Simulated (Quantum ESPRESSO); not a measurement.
**Run report: GaP, geometry relaxation (part 2 of 2)**

GaP (2 atoms in the cell); Kohn-Sham DFT of a periodic cell, PBE, PseudoDojo 0.4.1 SR PBE standard, no spin polarisation (Quantum ESPRESSO 7.5); cutoff 1360.57 eV, 8×8×8 k-mesh, Gaussian smearing of 0.01 eV. 

Geometry of the input (Å; fractional positions):
```
0.0000  2.7267  2.7542
2.7542  0.0000  2.7542
2.7542  2.7267  0.0000
Ga 0.0000  0.0000  0.0000
P  0.2500  0.2500  0.2500
```

Output, continued:
```
    -7.2273  -7.1879  -7.1848  -7.1096  -7.1042  -4.4854   4.5717   6.0145
     7.0845  10.2431  11.5894  11.7258  12.8847  15.5324  16.7383

          k = 0.3518 0.0000 0.0000 (  4715 PWs)   bands (ev):

    -7.2593  -7.1684  -7.1674  -7.1212  -7.0970  -3.9984   3.6505   5.7068
     5.7307   9.5631  11.0018  13.9441  14.0809  14.9956  17.9992

          k = 0.4397 0.0888-0.0879 (  4708 PWs)   bands (ev):

    -7.2762  -7.1607  -7.1579  -7.1242  -7.0941  -3.3877   2.4079   5.0025
     5.3965   9.6954  10.9766  13.9451  14.6055  16.9494  18.6801

          k =-0.1759-0.5330 0.5277 (  4709 PWs)   bands (ev):

    -7.2830  -7.1618  -7.1542  -7.1195  -7.0954  -2.6980   1.2844   4.1766
     5.3819   9.8257  12.2257  13.8530  14.3669  17.9980  18.9697

          k =-0.0879-0.4442 0.4397 (  4714 PWs)   bands (ev):

    -7.2790  -7.1662  -7.1570  -7.1114  -7.1020  -2.5710   1.1242   3.7443
     5.6760  10.0805  12.8976  13.8795  14.8420  16.4843  16.9666

          k = 0.0000-0.3553 0.3518 (  4711 PWs)   bands (ev):

    -7.2672  -7.1710  -7.1662  -7.1085  -7.1044  -3.1775   1.9801   4.0173
     6.1876  10.4846  12.9446  13.1546  13.5393  15.6310  18.3178

          k = 0.5277 0.0000 0.0000 (  4718 PWs)   bands (ev):

    -7.2934  -7.1468  -7.1456  -7.1334  -7.0901  -2.9153   1.7155   4.9950
     5.0074   9.0388   9.8858  16.0661  16.2494  16.9432  18.9894

          k =-0.0879-0.6219 0.6156 (  4723 PWs)   bands (ev):

    -7.2987  -7.1461  -7.1416  -7.1321  -7.0901  -2.3550   0.9855   4.2925
     4.9177   9.2885  10.2323  16.0126  16.4185  18.2898  19.2082

          k = 0.0000-0.5330 0.5277 (  4717 PWs)   bands (ev):

    -7.2912  -7.1553  -7.1453  -7.1235  -7.0959  -2.1820   0.8687   3.5099
     5.1660   9.5690  12.1289  15.4487  15.5251  16.4794  17.6619

          k =-0.7036 0.0000 0.0000 (  4744 PWs)   bands (ev):

    -7.3061  -7.1388  -7.1378  -7.1363  -7.0872  -2.1524   0.6593   4.7448
     4.7513   9.0552   9.2068  17.7415  17.7438  18.2882  20.1375

          k = 0.0000 0.1777 0.0000 (  4741 PWs)   bands (ev):

    -7.2170  -7.1896  -7.1896  -7.1109  -7.1038  -4.7356   5.7931   6.6838
     6.6838  10.1982  10.7808  12.1497  12.1497  15.5188  17.1902

          k = 0.0879 0.2665-0.0879 (  4724 PWs)   bands (ev):

    -7.2392  -7.1813  -7.1798  -7.1138  -7.1008  -4.2951   4.0831   6.2047
     6.2648  10.1939  11.1759  12.8553  13.0131  15.3747  17.2321

          k = 0.1759 0.3553-0.1759 (  4709 PWs)   bands (ev):

    -7.2613  -7.1747  -7.1718  -7.1124  -7.0978  -3.5752   2.2178   5.7235
     5.9150   9.9747  11.7600  12.9541  13.6700  16.9135  18.1083

          k =-0.4397-0.2665 0.4397 (  4705 PWs)   bands (ev):

    -7.2732  -7.1719  -7.1692  -7.1070  -7.0978  -2.9251   1.0066   5.3096
     5.9030   9.8222  11.8552  12.6810  15.2044  17.3947  19.1763

          k =-0.3518-0.1777 0.3518 (  4717 PWs)   bands (ev):

    -7.2694  -7.1723  -7.1714  -7.1030  -7.1029  -3.1008   1.3014   5.1621
     6.1631   9.8900  12.0342  12.4652  15.2824  16.9837  17.7212

          k =-0.2638-0.0888 0.2638 (  4717 PWs)   bands (ev):

    -7.2514  -7.1788  -7.1759  -7.1084  -7.1029  -3.8489   2.8124   5.3606
     6.6120  10.1464  12.2280  12.2584  13.6764  15.5424  17.7558

          k =-0.1759 0.0000 0.1759 (  4727 PWs)   bands (ev):

    -7.2276  -7.1888  -7.1834  -7.1092  -7.1045  -4.4896   4.5729   6.0609
     7.0404  10.2295  11.6648  11.7228  12.8451  15.4624  16.6908

          k = 0.3518 0.1777 0.0000 (  4716 PWs)   bands (ev):

    -7.2589  -7.1725  -7.1694  -7.1162  -7.0987  -3.7771   3.0076   5.0034
     6.1140  10.6290  11.3863  12.7775  13.7374  15.7976  18.3628

          k =-0.2638-0.4442 0.6156 (  4716 PWs)   bands (ev):

    -7.2730  -7.1693  -7.1609  -7.1140  -7.0989  -3.0510   1.6981   4.3626
     5.6747  10.7984  11.8051  13.0306  14.3412  16.7805  18.7352

          k =-0.1759-0.3553 0.5277 (  4704 PWs)   bands (ev):

    -7.2782  -7.1689  -7.1580  -7.1102  -7.1007  -2.6181   1.0133   4.1986
     5.4712  10.7824  11.6825  13.7159  15.1779  16.2399  19.1599

          k = 0.3518 0.0000 0.1759 (  4719 PWs)   bands (ev):

    -7.2588  -7.1730  -7.1688  -7.1163  -7.0987  -3.7800   3.0207   5.0394
     6.0782  10.6069  11.3426  12.7243  13.8434  15.7933  18.2652

          k =-0.1759-0.5330 0.7036 (  4715 PWs)   bands (ev):

    -7.2871  -7.1562  -7.1492  -7.1257  -7.0935  -2.7716   1.5588   4.3623
     4.9288  10.2151  10.8271  13.9064  16.0430  17.2370  19.5625

          k =-0.0879-0.4442 0.6156 (  4706 PWs)   bands (ev):

    -7.2875  -7.1602  -7.1462  -7.1206  -7.0975  -2.2726   0.9859   3.7194
     4.7450  10.6100  12.2156  13.5845  15.4597  16.8142  19.3655

          k = 0.0000-0.3553 0.5277 (  4715 PWs)   bands (ev):

    -7.2817  -7.1654  -7.1503  -7.1151  -7.1013  -2.4446   1.1819   3.5681
     5.0895  10.9869  12.8176  12.9667  15.4337  16.0348  17.8254

          k =-0.2638 0.6219-0.4397 (  4711 PWs)   bands (ev):

    -7.2730  -7.1695  -7.1606  -7.1143  -7.0987  -3.0532   1.7144   4.4037
     5.6398  10.7380  11.7334  12.9987  14.4295  16.7910  18.6707

          k =-0.1759 0.7107-0.5277 (  4711 PWs)   bands (ev):

    -7.2871  -7.1571  -7.1483  -7.1259  -7.0934  -2.7717   1.5675   4.3874
     4.9180  10.1905  10.8049  13.7425  16.1952  17.2368  19.4455

          k =-0.7036 0.1777 0.0000 (  4714 PWs)   bands (ev):

    -7.2978  -7.1481  -7.1421  -7.1287  -7.0920  -2.1092   0.7548   4.2706
     4.3420  10.1637  10.3141  15.8012  15.9148  18.5261  19.0027

          k =-0.1759 0.5330-0.3518 (  4715 PWs)   bands (ev):

    -7.2784  -7.1690  -7.1577  -7.1117  -7.0995  -2.6120   1.0231   4.2275
     5.4511  10.6907  11.6280  13.7243  15.1748  16.1368  19.2356

          k =-0.0879 0.6219-0.4397 (  4711 PWs)   bands (ev):

    -7.2877  -7.1609  -7.1453  -7.1211  -7.0970  -2.2670   0.9959   3.7283
     4.7550  10.5636  12.1693  13.4291  15.3368  16.9247  19.5411

          k =-0.7036 0.0000 0.1759 (  4730 PWs)   bands (ev):

    -7.2978  -7.1494  -7.1412  -7.1285  -7.0919  -2.1060   0.7574   4.2783
     4.3554  10.1399  10.2871  15.6416  15.7258  18.7063  19.1674

          k =-0.0879 0.4442-0.2638 (  4703 PWs)   bands (ev):

    -7.2732  -7.1695  -7.1607  -7.1155  -7.0977  -3.0380   1.7076   4.3611
     5.6745  10.7037  11.7579  12.9404  14.4065  16.8429  18.7741

          k = 0.0000 0.5330-0.3518 (  4722 PWs)   bands (ev):

    -7.2819  -7.1660  -7.1495  -7.1166  -7.1001  -2.4323   1.1946   3.5576
     5.1105  10.9237  12.7173  12.8076  15.3774  16.1839  17.9561

          k = 0.0000 0.3553-0.1759 (  4718 PWs)   bands (ev):

    -7.2587  -7.1731  -7.1693  -7.1173  -7.0979  -3.7649   3.0284   4.9802
     6.1084  10.5403  11.3303  12.7706  13.8205  15.8305  18.3265

          k = 0.0000 0.3553 0.0000 (  4720 PWs)   bands (ev):

    -7.2589  -7.1684  -7.1684  -7.1222  -7.0964  -3.9814   3.7079   5.6676
     5.6676   9.4822  11.0085  14.0151  14.0151  15.0963  17.8985

          k = 0.0879 0.4442-0.0879 (  4712 PWs)   bands (ev):

    -7.2764  -7.1606  -7.1584  -7.1255  -7.0932  -3.3649   2.4457   4.9856
     5.3374   9.6143  10.9335  13.9878  14.5733  17.0129  18.6492

          k =-0.5277-0.1777 0.5277 (  4712 PWs)   bands (ev):

    -7.2834  -7.1613  -7.1547  -7.1210  -7.0943  -2.6779   1.3015   4.2023
     5.3167   9.7507  12.1576  13.8666  14.3189  18.0548  18.9852

          k =-0.4397-0.0888 0.4397 (  4712 PWs)   bands (ev):

    -7.2792  -7.1655  -7.1575  -7.1127  -7.1009  -2.5691   1.1468   3.7898
     5.6078   9.9964  12.9246  13.8569  14.8087  16.4448  16.9462

          k =-0.3518 0.0000 0.3518 (  4698 PWs)   bands (ev):

    -7.2671  -7.1702  -7.1668  -7.1074  -7.1056  -3.1860   2.0035   4.0686
     6.1217  10.4063  13.0066  13.1439  13.5706  15.5985  18.1864

          k =-0.7036 0.3553 0.0000 (  4704 PWs)   bands (ev):

    -7.2879  -7.1614  -7.1429  -7.1195  -7.0994  -2.0647   0.8644   3.8600
     4.0155  12.0900  12.1683  13.4701  13.5651  18.6143  18.9434

          k =-0.1759 0.7107-0.3518 (  4710 PWs)   bands (ev):

    -7.2819  -7.1657  -7.1497  -7.1165  -7.1003  -2.4397   1.2088   3.6011
     5.0548  10.8604  12.7673  12.8992  15.2833  16.1684  17.8691

          k =-0.0879 0.6219-0.2638 (  4710 PWs)   bands (ev):

    -7.2881  -7.1606  -7.1456  -7.1222  -7.0962  -2.2516   1.0175   3.7228
     4.7160  10.4902  12.1027  13.4832  15.4090  16.9103  19.4751

          k =-0.7036 0.0000 0.3518 (  4708 PWs)   bands (ev):

    -7.2883  -7.1621  -7.1421  -7.1207  -7.0983  -2.0487   0.8859   3.8599
     4.0187  12.0003  12.0624  13.3252  13.4502  18.7837  19.0995

          k = 0.0000 0.5330-0.1759 (  4704 PWs)   bands (ev):

    -7.2876  -7.1568  -7.1487  -7.1272  -7.0923  -2.7447   1.6013   4.3243
     4.9070  10.1011  10.7463  13.8197  16.1340  17.2891  19.5463

          k = 0.0000 0.5330 0.0000 (  4716 PWs)   bands (ev):

    -7.2938  -7.1464  -7.1464  -7.1349  -7.0891  -2.8823   1.7805   4.9378
     4.9378   8.9488   9.8406  16.1517  16.1517  17.0278  18.9220

          k =-0.6156-0.0888 0.6156 (  4706 PWs)   bands (ev):

    -7.2994  -7.1461  -7.1418  -7.1336  -7.0890  -2.3196   1.0414   4.2527
     4.8505   9.2071  10.1411  16.0525  16.3833  18.3457  19.1962

          k =-0.5277-0.0000 0.5277 (  4712 PWs)   bands (ev):

    -7.2917  -7.1548  -7.1456  -7.1251  -7.0947  -2.1613   0.9110   3.5134
     5.0969   9.4845  12.0187  15.4794  15.5187  16.4995  17.6294

          k =-0.7036 0.0000 0.5277 (  4710 PWs)   bands (ev):

    -7.2985  -7.1487  -7.1419  -7.1298  -7.0908  -2.0750   0.8072   4.2283
     4.3079  10.0633  10.1931  15.7383  15.8111  18.6659  19.1007

          k = 0.0000-0.7107 0.0000 (  4744 PWs)   bands (ev):

    -7.3070  -7.1405  -7.1371  -7.1371  -7.0860  -2.1097   0.7236   4.6801
     4.6801   8.9882   9.1123  17.7436  17.7436  18.3782  20.1426

     the Fermi energy is     8.1459 ev

!    total energy              =    -166.85798177 Ry
     estimated scf accuracy    <          6.6E-12 Ry
     smearing contrib. (-TS)   =      -0.00000000 Ry
     internal energy E=F+TS    =    -166.85798177 Ry

     The total energy is F=E-TS. E is the sum of the following terms:
     one-electron contribution =     -77.69198972 Ry
     hartree contribution      =      52.62436436 Ry
     xc contribution           =     -46.00547927 Ry
     ewald contribution        =     -95.78487715 Ry

     convergence has been achieved in   9 iterations

     Forces acting on atoms (cartesian axes, Ry/au):

     atom    1 type  1   force =     0.00000000    0.00000000   -0.00000000
     atom    2 type  2   force =    -0.00000000   -0.00000000    0.00000000

     Total force =     0.000000     Total SCF correction =     0.000000

     Computing stress (Cartesian axis) and pressure

          total   stress  (Ry/bohr**3)                   (kbar)     P=        7.82
   0.00003687  -0.00000000   0.00000000            5.42       -0.00        0.00
  -0.00000000   0.00008571   0.00000000           -0.00       12.61        0.00
   0.00000000  -0.00000000   0.00003687            0.00       -0.00        5.42

     BFGS Geometry Optimization
     Energy error            =      6.5E-62 Ry
     Gradient error          =      1.7E-31 Ry/Bohr

     bfgs converged in   1 scf cycles and   0 bfgs steps
     (criteria: energy <  1.0E-05 Ry, force <  1.0E-04 Ry/Bohr)

     End of BFGS Geometry Optimization

     Final energy             =    -166.8579817743 Ry
Begin final coordinates

ATOMIC_POSITIONS (crystal)
Ga               0.0000000000        0.0000000000        0.0000000000
P                0.2500000000        0.2500000000        0.2500000000
End final coordinates

=------------------------------------------------------------------------------=
   JOB DONE.
=------------------------------------------------------------------------------=
```

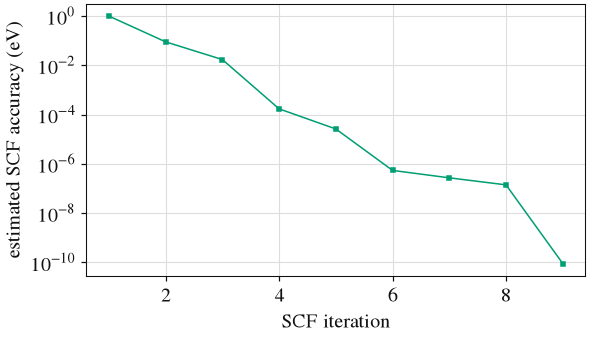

Convergence of the self-consistent field: estimated SCF accuracy against the iteration. The field takes 9 iterations in all.

Summary:

| quantity | value |
| --- | --- |
| outcome | converged |
| space group (tolerance 0.01 Å) | I-4m2 (119) |
| electrons treated | 18 |
| free energy | −2270.2185 eV |
| Fermi energy | 8.146 eV |
| gap on the k-point mesh | 1.57 eV |
| pressure | 0.78 GPa |
| final volume | 41.37 Å³ |
| largest force (length of the vector) | under 0.001 eV/Å |
| wall time | 57 s |
| peak memory | 0.12 GiB |
